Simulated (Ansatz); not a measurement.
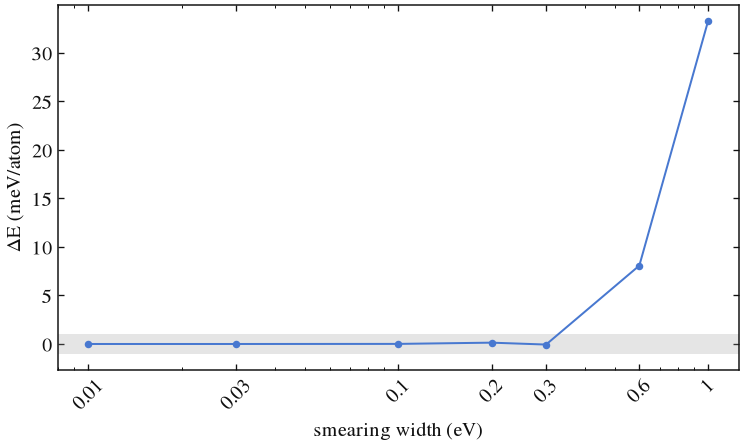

Scan of the smearing width.
The run: Se (P3_121, 3 atoms in the cell), by Ansatz, DFT, LDA (PW92), plane waves (420 eV) with PAW, scalar-relativistic; 9×9×6 k-mesh, Methfessel–Paxton smearing.
ΔE is the free energy less its value at the smallest setting, 0.01 eV.
Dashed lines or grey bands mark the tolerance: 1 meV/atom.

Q: From which setting is the free energy converged to 1 meV/atom?

A: The free energy is within 1 meV/atom of the smallest setting's value from 0.3 eV down. It is off by +33 meV/atom at 1 eV and +8.1 meV/atom at 0.6 eV.
